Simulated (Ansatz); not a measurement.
Zr7O16 (cell with a defect)

Input

```
crystal:
  lattice:
    - [-4.2974407752, 0.0, -5.2917550981]
    - [5.189566491, 5.2420801573, -0.0119863926]
    - [5.189566491, -5.2420801573, -0.0119863926]
  atoms:
    - { symbol: Zr, position: [0.2100338411, 0.9452362342, 0.9890297921] }
    - { symbol: Zr, position: [0.7100338411, 0.4890297921, 0.9452362342] }
    - { symbol: Zr, position: [0.7100338411, 0.9890297921, 0.4452362342] }
    - { symbol: Zr, position: [0.2899661589, 0.0109702079, 0.5547637658] }
    - { symbol: Zr, position: [0.2899661589, 0.5109702079, 0.0547637658] }
    - { symbol: Zr, position: [0.7899661589, 0.0547637658, 0.0109702079] }
    - { symbol: Zr, position: [0.7899661589, 0.5547637658, 0.5109702079] }
    - { symbol: O, position: [0.1539952312, 0.6921968755, 0.5234118576], spin: 0.286 }
    - { symbol: O, position: [0.1499981709, 0.1943158901, 0.0206663143] }
    - { symbol: O, position: [0.6499981709, 0.0206663143, 0.6943158901] }
    - { symbol: O, position: [0.6499981709, 0.5206663143, 0.1943158901] }
    - { symbol: O, position: [0.9683802468, 0.3825430074, 0.1286042491], spin: 0.286 }
    - { symbol: O, position: [0.9755306549, 0.8906502651, 0.6338962517] }
    - { symbol: O, position: [0.5188161423, 0.3675338154, 0.6011671006], spin: 0.286 }
    - { symbol: O, position: [0.5244693451, 0.8661037483, 0.1093497349] }
    - { symbol: O, position: [0.4755306549, 0.1338962517, 0.8906502651] }
    - { symbol: O, position: [0.4801598332, 0.6302078501, 0.391006053], spin: 0.286 }
    - { symbol: O, position: [0.0282086108, 0.1056814875, 0.3651952011], spin: 0.286 }
    - { symbol: O, position: [0.0244693451, 0.6093497349, 0.8661037483] }
    - { symbol: O, position: [0.3455908404, 0.479676152, 0.806026629], spin: 0.286 }
    - { symbol: O, position: [0.3500018291, 0.9793336857, 0.3056841099] }
    - { symbol: O, position: [0.8500018291, 0.8056841099, 0.9793336857] }
    - { symbol: O, position: [0.8518102298, 0.3051886747, 0.4829483054], spin: 0.286 }
  host:
    lattice:
      - [5.189566491, 0.0, -0.0119863926]
      - [0.0, 5.2420801573, 0.0]
      - [-0.8921257158, 0.0, 5.3037414908]
    atoms:
      - { symbol: Zr, position: [0.7242321852, 0.9562064421, 0.7899661589] }
      - { symbol: Zr, position: [0.7242321852, 0.5437935579, 0.2899661589] }
      - { symbol: Zr, position: [0.2757678148, 0.4562064421, 0.7100338411] }
      - { symbol: Zr, position: [0.2757678148, 0.0437935579, 0.2100338411] }
      - { symbol: O, position: [0.0649840334, 0.1736495758, 0.8500018291] }
      - { symbol: O, position: [0.0649840334, 0.3263504242, 0.3500018291] }
      - { symbol: O, position: [0.5490158619, 0.2567540134, 0.0244693451] }
      - { symbol: O, position: [0.4509841381, 0.7567540134, 0.4755306549] }
      - { symbol: O, position: [0.5490158619, 0.2432459866, 0.5244693451] }
      - { symbol: O, position: [0.4509841381, 0.7432459866, 0.9755306549] }
      - { symbol: O, position: [0.9350159666, 0.6736495758, 0.6499981709] }
      - { symbol: O, position: [0.9350159666, 0.8263504242, 0.1499981709] }
basis:
  ecutwfc: 420
  xc_grid: 2
kpoints:
  mp_grid: { grid: [2, 2, 2], shift: [0.5, 0.5, 0.5] }
hamiltonian:
  xc: pbe
scf:
  occupations: { method: gaussian, width: 0.02 }
  lower_state_search: "off"
output:
  forces: true
  stress: false
  eigenvalues: true
  populations: true
  charged_corrections:
    defect_position: [0.21003384, 0.44523623, 0.48902979]
    epsilon: [[24.6542, 0.0, 1.482], [0.0, 22.8671, 0.0], [1.482, 0.0, 18.4936]]
  write_density: true
  write_potential: true
  elf: true
  volumetric_format: npy
magnetization:
  spin_polarized: true
relax:
  adjacent_minimum: "off"
  f_tol: 0.03
  max_steps: 40
```

Run with:

```sh
ansatz run input.yaml --threads 8 --pin off --max-ram 16384MiB --backend cpu --events-out ev --progress --plain --runs-dir out
```

The fields are those of the run's last geometry, not of the input's.

Spin-polarised.

The calculation used Ansatz, DFT PBE, scalar-relativistic, plane waves, PAW.

Core electrons are frozen (PAW), and the valence fields are smoothed inside the atomic spheres.

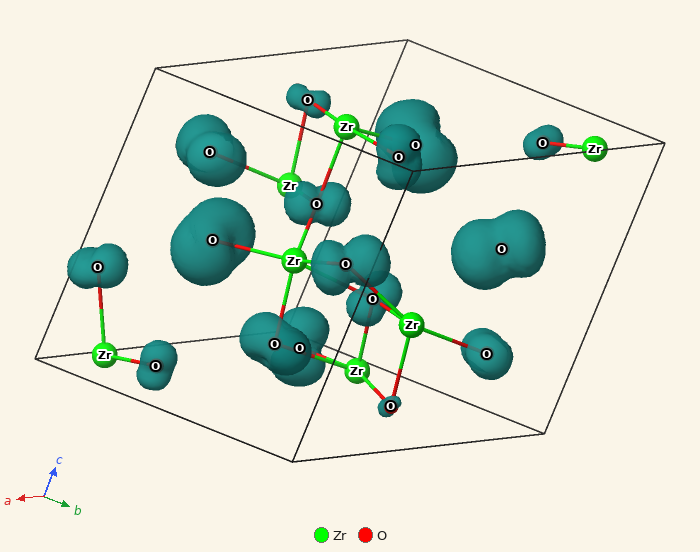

Figure 1. Isosurfaces of the magnetisation density (up minus down) at +0.03 (teal) and −0.03 e/Å³ (pink), seen at an oblique angle. Sticks mark near contacts.

### Which atoms carry the moments, and with what signs?

The spin density sits on O: +0.7 μB (×3) and +0.3 μB in one cell of 23 atoms: parallel moments (a ferromagnetic arrangement) in this solution. The cell of the calculation (23 atoms) carries 4.0 μB of net spin moment. Only one sign reaches the isovalue.

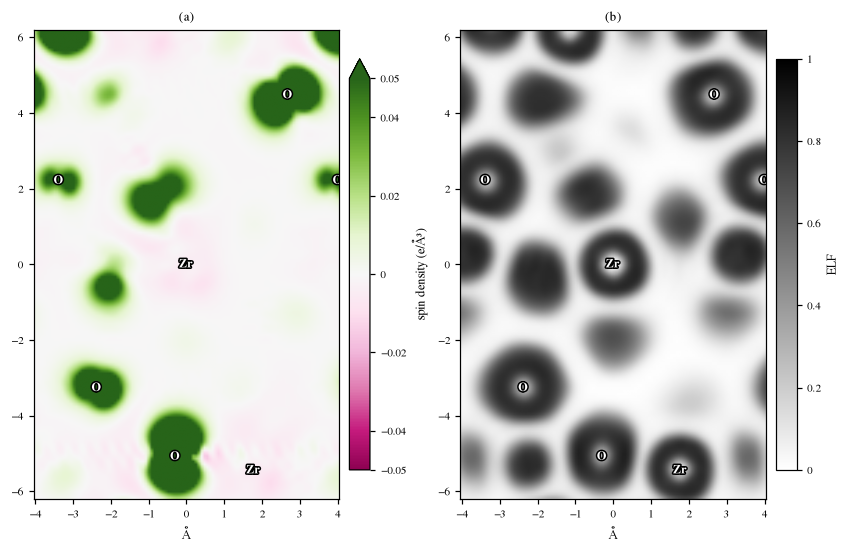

Figure 2. (a) spin density; (b) ELF on the (101) plane of the calculation cell.

### Read the bonding off the picture.

The plane passes through Zr and O nuclei. Atoms just off the plane (Zr, 0.5 Å away and O, 0.6 Å away) can leave unmarked features too. Zr–O (2.11 Å): the ELF peaks at about 0.85 in the valence shell of O, 0.6 Å from its nucleus, and drops to about 0.20 between the two atoms (no localised pair shows between them). The features right at Zr lie inside the PAW spheres, where the map follows smoothed inner orbitals and isn't to be read closely.

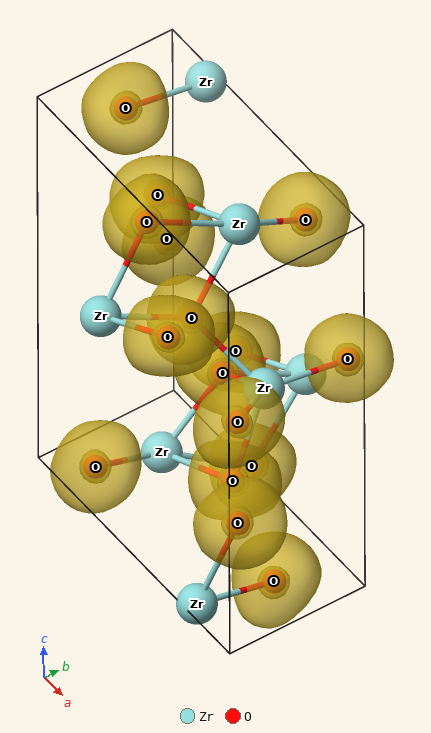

Figure 3. Isosurface of the electron localisation function at 0.65 (yellow), seen slightly off an axis. Only the valence region is drawn (cores and ρ < 0.01 e/Å³ removed). Sticks mark near contacts.

### Where are the electrons localised?

The ELF exceeds this value in 16 regions wrapped around O (the valence shell of each), counted in one cell of 23 atoms. Regions shared between cells count once.


Zr–O (2.06 Å): the ELF peaks at about 0.80 in the valence shell of O, 0.6 Å from its nucleus, and drops to about 0.25 between the two atoms (no localised pair shows between them). Zr–O (2.10 Å): the ELF peaks at about 0.85 in the valence shell of O, 0.6 Å from its nucleus, and drops to about 0.25 between the two atoms (no shared electron pair shows on this line).

### Does the calculation make it a metal, or give it a gap?

It is gapless in this calculation (a metal or semimetal).
